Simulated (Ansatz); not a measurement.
Geometry relaxation of Al₃₂N₃₁ (part 3 of 5)

Continued. System: Al₃₂N₃₁ (defect cell, 63 atoms in the cell). Method: DFT PBE, scalar-relativistic, plane waves, PAW, spin-polarised (Ansatz 0.2.0); cutoff 420 eV, 2×2×2 k-mesh, Gaussian smearing of 0.01 eV, collinear spins. The structure derives from an entry of the Crystallography Open Database.

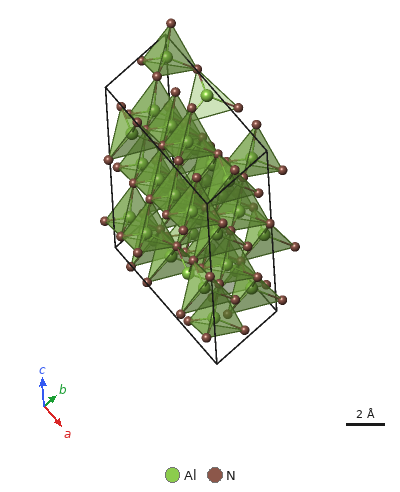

**Figure 1.** The geometry at step 6 of the log (polyhedral view of the cell of the calculation, seen slightly off an axis; polyhedra are completed across the faces of the cell).

Log, continued
```
--- Forces (eV/Å), atoms counted from 1 ---
  atom   1  Al    -0.00519941     0.00816201     0.00636303
  atom   2  Al     0.00697874    -0.00036261    -0.00097895
  atom   3  Al     0.00548486     0.00487789    -0.00251538
  atom   4  Al     0.00053956    -0.00250066     0.00244266
  atom   5  Al     0.00082272    -0.00493350     0.00085117
  atom   6  Al     0.00797689     0.00658217     0.01070383
  atom   7  Al     0.00192488    -0.01172198    -0.00703681
  atom   8  Al    -0.00215469    -0.00267381    -0.00871410
  atom   9  Al    -0.00134562     0.00520726    -0.00088547
  atom  10  Al     0.00176072    -0.00776110    -0.00212394
  atom  11  Al     0.00014750    -0.00933679     0.00818632
  atom  12  Al     0.00142863     0.00611316    -0.00600515
  atom  13  Al     0.01286365    -0.00051134     0.00631026
  atom  14  Al    -0.00781457     0.00702581     0.00585485
  atom  15  Al    -0.00188155    -0.00328234    -0.00121656
  atom  16  Al    -0.01282471     0.00021775     0.00845025
  atom  17  Al     0.00032005     0.01751941    -0.00819133
  atom  18  Al     0.00265816     0.01899748     0.00961612
  atom  19  Al     0.00223795    -0.00017942    -0.00217462
  atom  20  Al     0.00162701    -0.00901244     0.00208863
  atom  21  Al     0.00317427    -0.00175282     0.00500409
  atom  22  Al     0.00626759    -0.00214380     0.00874349
  atom  23  Al     0.00110221     0.00421771     0.00122454
  atom  24  Al    -0.01469243    -0.02232962     0.00730120
  atom  25  Al     0.00416838    -0.00210441     0.00125518
  atom  26  Al     0.00843474     0.00043864    -0.00146361
  atom  27  Al     0.00392787     0.00795741     0.00184808
  atom  28  Al     0.00026133     0.00001764    -0.01112090
  atom  29  Al    -0.00672261    -0.00660116     0.00763146
  atom  30  Al    -0.00355353    -0.00894197    -0.00212379
  atom  31  Al    -0.00734195     0.00627436    -0.00136992
  atom  32  Al     0.00304801     0.00682103    -0.00015655
  atom  33  N     -0.01483139     0.00091151    -0.00348857
  atom  34  N     -0.01166815    -0.00334739     0.00266722
  atom  35  N      0.01195486     0.00455268    -0.00660025
  atom  36  N     -0.00437563     0.00240209    -0.00521843
  atom  37  N     -0.00964504    -0.00055319     0.00144871
  atom  38  N      0.00068735    -0.00406239    -0.01270749
  atom  39  N      0.00448130    -0.00297647    -0.00565791
  atom  40  N      0.00137938     0.00641407    -0.00327661
  atom  41  N      0.00695939     0.00356096     0.00248648
  atom  42  N     -0.00040506     0.00644397     0.00080999
  atom  43  N     -0.00488446    -0.00355539    -0.00493815
  atom  44  N     -0.00016475    -0.00415163     0.00754257
  atom  45  N     -0.00410920     0.00133333     0.00018436
  atom  46  N      0.01474580    -0.00355454     0.00256382
  atom  47  N      0.00551237     0.00133906     0.01209944
  atom  48  N      0.00869449     0.01026518     0.01079538
  atom  49  N      0.00381219     0.00017622     0.00418578
  atom  50  N      0.00425683    -0.00622758    -0.00158791
  atom  51  N     -0.00128024     0.00571642     0.00128610
  atom  52  N     -0.00366370     0.00315355    -0.00302764
  atom  53  N     -0.00227108    -0.00294249    -0.00850371
  atom  54  N      0.00487727     0.00330466     0.00839745
  atom  55  N     -0.01670600    -0.00230620     0.01132685
  atom  56  N     -0.00587206     0.00088415    -0.00098578
  atom  57  N      0.00779152    -0.00090097     0.00272569
  atom  58  N     -0.00096172     0.00368177    -0.00013453
  atom  59  N      0.00092816    -0.01335629    -0.00776018
  atom  60  N     -0.00694314     0.00284839    -0.01374833
  atom  61  N     -0.00065943    -0.00541829    -0.01814096
  atom  62  N     -0.00158085    -0.00298514    -0.00446779
  atom  63  N      0.00030906    -0.00492857    -0.00607271
  max |Σ_I F_I| component: 7.25e-6 eV/Å
--- Band table (eV; the first three rows and the last of 8) ---
  k-point 0 ↑: bands = ["-7.6806", "-7.6732", "-7.6581", "-7.5415", "-6.7679", "-6.7647", "-6.7541", "-6.6756", "-6.5279", "-6.5190", "-6.5132", "-6.4747", "-6.3524", "-6.3366", "-6.3225", "-6.2152", "-6.0808", "-6.0659", "-6.0599", "-5.9736", "-5.8550", "-5.8421", "-5.8350", "-5.7890", "-5.7550", "-5.7474", "-5.7386", "-5.7123", "-5.6972", "-5.6892", "-5.6806", "1.2216", "1.6412", "1.6511", "1.6905", "1.7241", "1.8086", "1.8120", "1.8359", "1.8602",
      "1.8991", "1.9126", "1.9369", "1.9534", "1.9887", "1.9967", "2.1568", "2.2017", "2.3054", "2.3237", "2.3992", "2.4078", "2.5189", "2.5926", "2.6320", "2.6695", "2.7478", "2.7725", "2.9560", "3.4858", "3.5187", "3.5704", "3.5807", "3.8383", "3.9287", "3.9359", "3.9467", "3.9671", "4.0380", "4.0834", "4.1381", "4.2028", "4.6115", "4.6290", "4.6327", "4.6519", "4.6620", "4.6728", "4.6791", "4.6898",
      "4.6952", "4.7763", "4.8759", "4.9038", "4.9296", "4.9337", "4.9632", "4.9932", "5.0125", "5.0224", "5.0413", "5.0480", "5.0893", "5.2141", "5.3145", "5.3847", "5.4170", "5.4462", "5.5623", "5.7007", "5.7138", "5.7218", "5.7327", "5.7512", "5.7728", "5.8039", "5.8310", "5.8401", "5.9162", "5.9569", "6.0191", "6.0516", "6.0690", "6.0966", "6.1184", "6.1318", "6.1887", "6.2447", "6.2720", "6.3004",
      "6.3350", "6.3596", "6.3652", "6.3792", "6.9773", "9.9435", "10.8349", "10.8728", "12.3135", "12.4146", "12.4840", "12.4936", "12.5222", "12.5451", "12.5541", "12.5898", "12.5975", "12.6176", "12.6399", "12.6712", "12.8312", "12.9342", "12.9995", "13.2356", "13.4433", "13.4688", "13.5195", "13.5917", "13.6340", "13.6985", "13.8610", "13.9269", "14.0755", "14.1276", "14.2414", "14.3461", "14.6176", "14.6495", "14.7452", "14.8793",
      "15.3514", "15.3830", "15.3883", "15.4203", "15.4380", "15.4787", "15.5021", "15.5138", "15.5734", "15.5817", "15.6131", "15.6560", "15.7059", "15.8144", "15.9816", "16.0472", "16.1289", "16.2112", "16.2830", "16.3444", "16.4182", "16.4800", "16.5928", "16.6920", "16.7352", "16.7901", "16.8166", "16.8562", "16.9141"]
  k-point 1 ↑: bands = ["-7.9608", "-7.4530", "-7.4097", "-7.3020", "-7.2169", "-6.8596", "-6.8583", "-6.8350", "-6.7408", "-6.5319", "-6.2971", "-6.2592", "-6.2227", "-6.2138", "-6.1975", "-6.1941", "-6.1259", "-6.1118", "-6.0277", "-5.9277", "-5.9072", "-5.8809", "-5.8785", "-5.8556", "-5.7786", "-5.7442", "-5.7130", "-5.7097", "-5.7048", "-5.6920", "-5.6807", "1.1467", "1.2802", "1.2819", "1.3903", "1.7889", "1.9059", "1.9563", "2.0539", "2.0548",
      "2.0874", "2.0904", "2.0986", "2.1021", "2.1233", "2.1288", "2.1334", "2.1689", "2.1785", "2.2250", "2.3805", "2.4337", "2.4840", "2.5137", "2.6558", "2.8835", "2.9190", "2.9502", "3.0014", "3.1069", "3.4493", "3.6407", "3.6488", "3.7771", "3.9109", "4.0028", "4.0384", "4.0533", "4.0869", "4.1309", "4.2058", "4.2261", "4.2802", "4.2870", "4.3214", "4.3365", "4.3955", "4.4479", "4.5102", "4.5925",
      "4.6530", "4.7869", "4.7880", "4.8192", "4.8397", "4.8665", "4.8956", "4.9429", "5.0463", "5.1196", "5.1460", "5.2410", "5.4233", "5.4421", "5.4580", "5.4976", "5.5203", "5.6109", "5.6161", "5.6213", "5.6238", "5.6463", "5.6699", "5.7617", "5.7708", "5.8169", "5.8995", "5.9417", "6.0014", "6.0022", "6.0698", "6.0849", "6.1042", "6.1396", "6.1734", "6.1840", "6.2081", "6.2175", "6.2213", "6.2363",
      "6.3223", "6.3415", "6.4870", "6.4916", "6.9007", "9.9680", "10.8507", "10.9934", "11.7976", "11.8451", "11.8692", "12.1846", "12.5897", "12.6331", "12.6835", "12.7364", "12.7498", "12.7945", "12.8363", "12.9645", "12.9871", "13.0095", "13.0314", "13.1709", "13.2664", "13.2916", "13.3804", "13.6237", "13.8125", "13.8897", "13.9078", "14.0227", "14.1248", "14.2214", "14.3032", "14.5051", "14.6783", "14.6947", "14.8632", "14.9656",
      "15.2406", "15.2669", "15.2881", "15.3227", "15.3312", "15.3547", "15.3597", "15.4230", "15.4506", "15.6162", "15.6440", "15.8252", "15.8483", "15.8982", "15.9928", "16.0521", "16.0829", "16.0873", "16.1667", "16.2353", "16.3085", "16.3838", "16.4973", "16.5794", "16.6581", "16.7567", "16.7649", "17.0429", "17.2222"]
  k-point 2 ↑: bands = ["-7.9974", "-7.4922", "-7.4427", "-7.2002", "-7.1347", "-6.7752", "-6.7556", "-6.7528", "-6.7411", "-6.6359", "-6.4080", "-6.3889", "-6.3733", "-6.2929", "-6.2218", "-6.1604", "-6.0320", "-6.0042", "-5.9892", "-5.9830", "-5.9730", "-5.9658", "-5.9649", "-5.9533", "-5.8278", "-5.7852", "-5.6702", "-5.6225", "-5.5997", "-5.5729", "-5.5621", "1.1953", "1.2528", "1.5752", "1.6171", "1.6525", "1.6555", "1.8066", "1.8182", "1.8285",
      "1.8449", "1.8991", "1.9409", "1.9611", "2.0296", "2.0364", "2.0526", "2.2896", "2.3295", "2.4917", "2.8082", "2.8223", "2.8564", "2.8608", "2.8799", "2.9142", "2.9581", "3.0715", "3.2632", "3.3215", "3.3708", "3.3781", "3.4450", "3.4463", "3.4818", "3.5184", "3.7631", "3.9173", "3.9283", "3.9682", "3.9717", "4.0137", "4.1247", "4.2489", "4.2798", "4.3734", "4.4794", "4.5518", "4.6273", "4.6502",
      "4.7510", "4.9355", "5.0747", "5.1190", "5.1302", "5.2358", "5.2407", "5.2638", "5.2656", "5.2827", "5.2982", "5.3281", "5.3589", "5.3931", "5.4231", "5.4366", "5.5066", "5.5547", "5.5884", "5.6414", "5.6804", "5.7168", "5.7484", "5.7599", "5.7779", "5.7814", "5.7975", "5.8125", "5.8164", "5.8347", "5.8354", "5.8580", "5.8614", "5.8811", "5.8858", "6.0279", "6.1453", "6.2051", "6.2746", "6.3535",
      "6.3930", "6.4214", "6.5456", "6.6881", "6.9418", "9.9199", "10.8432", "10.9919", "11.9291", "12.3241", "12.4713", "12.5107", "12.5165", "12.5854", "12.6475", "12.6595", "12.7425", "12.7742", "12.8656", "12.9306", "13.0401", "13.0844", "13.0970", "13.2688", "13.3057", "13.3186", "13.4142", "13.4226", "13.4496", "13.4541", "13.5083", "13.6211", "13.9006", "14.0217", "14.1163", "14.2334", "14.3591", "14.5365", "14.7514", "14.8113",
      "14.9007", "14.9203", "15.1698", "15.2474", "15.5068", "15.6304", "15.6724", "15.7748", "15.8097", "15.8521", "16.0204", "16.0769", "16.1017", "16.1482", "16.1724", "16.1803", "16.2268", "16.2495", "16.2571", "16.2691", "16.3316", "16.3840", "16.5154", "16.5845", "16.6318", "16.7337", "16.7535", "16.8402", "16.9572"]
  k-point 3 ↓: bands = ["-8.0324", "-7.3649", "-7.3218", "-7.2298", "-7.1520", "-7.0082", "-6.6569", "-6.6438", "-6.6359", "-6.5825", "-6.5735", "-6.4850", "-6.4080", "-6.3270", "-6.1982", "-6.1023", "-6.0856", "-6.0802", "-6.0494", "-5.9687", "-5.8986", "-5.8919", "-5.8274", "-5.7658", "-5.7362", "-5.7335", "-5.7127", "-5.6585", "-5.6205", "-5.5967", "-5.5948", "1.1635", "1.3821", "1.4989", "1.5502", "1.6325", "1.6380", "1.6916", "1.7243", "1.8371",
      "1.8906", "1.9918", "2.0226", "2.0353", "2.1278", "2.1617", "2.2505", "2.4250", "2.5134", "2.5715", "2.7672", "2.8171", "2.8670", "2.8869", "2.9529", "3.0218", "3.0360", "3.1199", "3.1435", "3.1638", "3.1908", "3.2742", "3.2932", "3.3451", "3.4843", "3.4926", "3.5833", "3.6400", "3.8089", "3.8690", "3.9679", "4.2609", "4.3302", "4.5082", "4.5455", "4.5736", "4.7470", "4.7525", "4.7774", "4.8432",
      "4.8716", "4.9357", "5.0824", "5.0913", "5.1074", "5.1137", "5.1307", "5.1524", "5.1890", "5.2042", "5.2529", "5.3083", "5.3831", "5.4276", "5.4768", "5.5485", "5.5625", "5.6214", "5.6375", "5.6522", "5.6565", "5.6660", "5.6678", "5.6792", "5.6877", "5.7357", "5.7887", "5.8007", "5.8360", "5.8960", "5.9268", "5.9531", "6.0083", "6.0458", "6.0629", "6.0740", "6.0829", "6.1017", "6.1678", "6.1763",
      "6.2760", "6.3233", "6.5250", "6.7160", "7.1859", "10.8358", "10.8658", "10.9888", "11.8387", "11.9796", "12.3963", "12.4319", "12.4820", "12.5638", "12.6401", "12.6781", "12.8025", "12.8909", "13.0202", "13.0429", "13.0763", "13.3513", "13.3910", "13.4105", "13.4389", "13.4834", "13.5172", "13.5440", "13.6496", "13.7225", "13.7499", "13.8708", "14.0075", "14.0915", "14.1687", "14.2968", "14.4607", "14.6313", "14.8055", "14.8660",
      "14.8915", "15.0189", "15.0646", "15.1125", "15.1908", "15.2843", "15.4891", "15.7195", "15.9855", "16.0187", "16.0719", "16.0930", "16.1431", "16.1574", "16.1664", "16.1908", "16.2026", "16.2342", "16.2546", "16.2629", "16.3001", "16.3611", "16.3967", "16.5221", "16.5651", "16.7072", "16.8600", "16.9396", "17.0130"]
```
